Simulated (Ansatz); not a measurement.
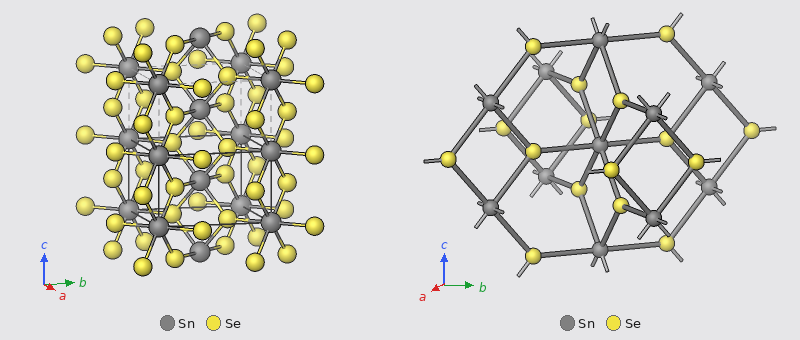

Left: the structure. Right: its underlying net. Nodes are coloured by element. Short stubs are edges that leave the cut-out.

System SnSe2 (space group P4_2/mnm, No. 136); source of the atomic positions: coordinates from a relaxation with Ansatz 0.2.0, DFT, PBEsol, plane waves, PAW.

Bonds are taken as Se–Sn below 3.1 Å; no other contact counts. Atoms with one bond or none are removed and atoms with two bonds are replaced by edges, until no such atom is left.

The result is a binodal (3,6)-connected, three-periodic net: Se is a 3-connected node; Sn is a 6-connected node, in the ratio 2:1. It is the rtl net, known from rutile. It is a single net, without interpenetration.

```json
{"node": "Se", "links": "3", "point symbol": "4·6²", "coordination sequence": "3 14 19 62"}
{"node": "Sn", "links": "6", "point symbol": "4²·6¹⁰·8³", "coordination sequence": "6 10 38 34"}
```
